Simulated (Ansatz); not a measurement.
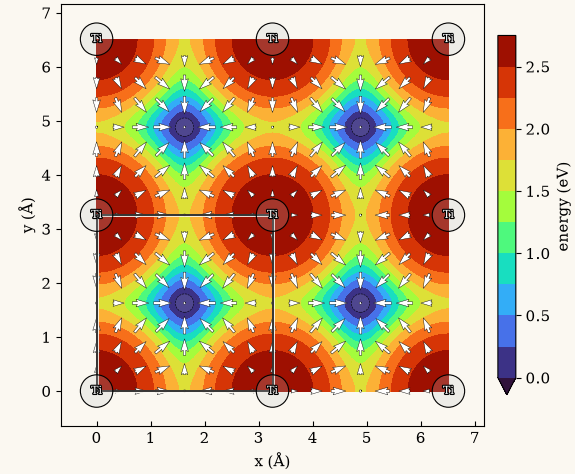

Energy landscape of S on a Ti(100) slab cut from the Im-3m phase, its upper half relaxed before the scan (16 atoms of substrate and one adsorbate in a 2 × 2 cell). 
- S is moved over the surface cell; relaxed at each place: the height of the adsorbate's atoms; substrate rigid; the origin of the map has the adsorbate above Ti13.
- Places are given modulo a cell vector. The map is drawn in real space over the plane of the surface.
- The scan uses an 8 × 8 grid; 15 points were computed and 49 follow by symmetry.
- Places are given in fractions of the 1 × 1 surface cell.
- Energies are in eV, from the lowest grid point.
- The calculation used DFT PBE, scalar-relativistic, plane waves, PAW (Ansatz 0.2.0). Settings: cutoff 420 eV, k-mesh 4×4×1, gaussian smearing 0.1 eV, no spin polarisation.

Drawn: filled contours, arrows along the force (downhill), their lengths compressed, labelled circles for the atoms of the top layer and small ones for the second layer, the outline of one cell of the 2 × 2 shown. Between grid points the surface is interpolated. 

Where are the wells?

Answer. The lowest grid point is at a fourfold hollow over a second-layer Ti atom, (4/8, 4/8) of the cell vectors. It is the only kind of minimum in the scanned range. The highest grid point, the top site over a surface Ti atom, (0/8, 0/8) of the cell vectors, lies 2.69 eV above the lowest. On the interpolated surface the easiest way out of the lowest well to its copy in the next cell or period passes a barrier of about 1.7 eV. At the lowest point the adsorbate has 5 Ti at 2.52 Å as nearest neighbours, at the highest 1 Ti at 2.17 Å. Its relaxed height above the top atom is 1.02 Å at the lowest and 2.17 Å at the highest point.

Each point was launched as `ansatz run input.yaml --threads 4 --pin off --max-ram 12288MiB --backend cpu --events-out ev --progress --plain --runs-dir out`. Time for the 15 points that were run: 21 min on 4 threads of Arm Neoverse V2, with other jobs on the host.

PAW datasets: the set soft_1.
